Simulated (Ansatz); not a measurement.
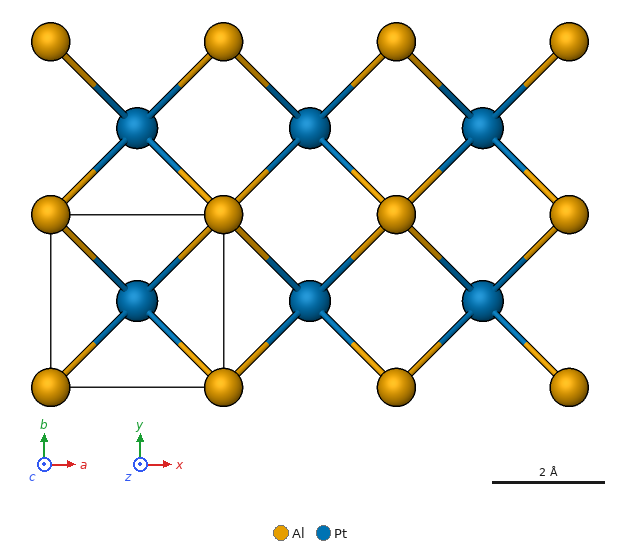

A scan of a crystal of AlPt (Pm-3m): the cell is strained in shear in the xy plane, with the atoms kept at their fractional coordinates. x, y and z are the Cartesian axes of the input. The picture shows the reference cell. A ball-and-stick model of the cell of the calculation, repeated 3 × 2 × 2 with one cell outlined, seen along the c axis.

Computed with Ansatz, DFT r2SCAN, scalar-relativistic, plane waves, PAW. Set-up: plane-wave cutoff 500 eV; k-point mesh 16 × 16 × 16; occupations gaussian; smearing width 0.15 eV; no spin polarisation. Energies (free energies at the smearing named) are counted from the cell as listed in its source, which wasn't relaxed.

Input file:
```yaml
crystal:
  lattice:
    - [3.091546, 0.0, 0.0]
    - [0.0, 3.091546, 0.0]
    - [0.0, 0.0, 3.091546]
  atoms:
    - { symbol: Al, position: [0.0, 0.0, 0.0] }
    - { symbol: Pt, position: [0.5, 0.5, 0.5] }
basis:
  ecutwfc: 500
kpoints:
  mp_grid: { grid: [16, 16, 16] }
hamiltonian:
  xc: r2scan
scf:
  occupations: { method: gaussian, width: 0.15 }
output:
  forces: true
  stress: true
  eigenvalues: true
```

Run as
```bash
ansatz run input.yaml --threads 1 --pin off --max-ram 1228MiB --backend cpu --events-out ev --progress --plain --runs-dir out
```

**What energies does the calculation give (the strain: −0.100, −0.050, 0.000, 0.025, 0.075)?**

```csv
engineering shear strain,ΔE (meV/atom)
−0.100,36.5
−0.050,9.1
0.000,0.0
0.025,2.3
0.075,20.5
```

Of the computed points the lowest is at the strain 0.00, 0.0 meV/atom. At the ends of the scan the energy is 36.5 meV/atom (−0.10) and 20.5 meV/atom (0.075). The unrelaxed reference is under a pressure of −4.7 GPa. The distortion takes the space group from Pm-3m to Cmmm. At the strain −0.10 the cell of the drawing goes a 3.092 → 3.095 Å, b 3.092 → 3.095 Å, γ 90.0° → 95.7°.

The computed profile:

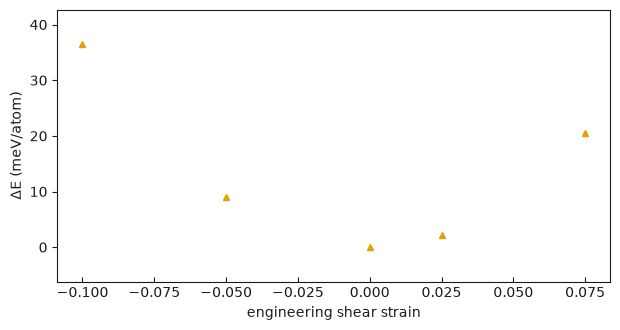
